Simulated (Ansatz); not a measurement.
# Zr/AlN/TaN: predicting the conductance of a thicker barrier

How it was computed: Ansatz 0.2.0, plane waves with PAW datasets, PBE. Interfaces are relaxed in a short slab (with D3(BJ) where the barrier is layered), set between ideal electrode layers that go on as semi-infinite leads, and the zero-bias conductance G at 300 K comes from T(E) on a typed mesh. The error is the largest of the program's estimates from energy step, mesh, the leads' potential steps and neutrality; its separate bound for narrow resonances between the energies solved isn't counted and can be far larger. The lower electrode is Zr (hcp 0001), the upper TaN (rock salt 111) and the barrier AlN (wurtzite 0001), on a net of side 3.13 Å; d is the distance between the electrodes' last planes.

Runs in hand:

| planes in the barrier | d (Å) | G (S/m²) | error (%) | lead step (meV) |
| --- | --- | --- | --- | --- |
| 4 | 7.13 | 2.32e12 | 83 | 62 |
| 8 | 12.15 | 4.59e10 | 83 | 62 |
| 12 | 17.17 | 9.43e8 | 63 | 62 |

Task: A further run has 16 planes, d = 22.19 Å. Fit G ∝ exp(−βd) to the rows shown and predict its conductance.

**Worked fit.** Take y = ln G: 28.47, 24.55 and 20.66. The means are d = 12.15 Å and y = 24.56; Σ(Δd Δy) = −39.19 and Σ(Δd)² = 50.40, so the slope is −0.778 Å⁻¹ (β = 0.778 Å⁻¹). At d = 22.19 Å, y = 24.56 − 0.778 × 10.04 = 16.76, or G = 1.89e7 S/m².

**The withheld run.** The run gave 2.60e7 S/m², with an error estimate of 24 % and a lead step of 62 meV. The prediction is 0.727 times that, too low by 27 %. That lies within the runs' own error estimates, carried through the fit.

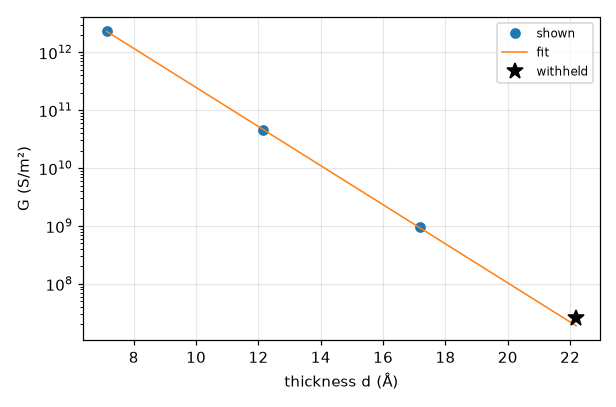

Fit and withheld run.

Caveats: The interfaces are ideal, one cell wide, strained to a common net and relaxed from one registry with their symmetry kept. PBE's gaps are too small, so true decay constants are likely larger where the Fermi level lies deep in a gap. No spin-orbit coupling, phonons, disorder or image charges enter. The rows shown are chosen by tests on error estimates (under 100 to 120 %), lead steps (under 150 meV, though the program warns over 25), intact interfaces and, for fits, a steady trend in the rows shown; the data set holds 414 series of this kind, and not all pass.
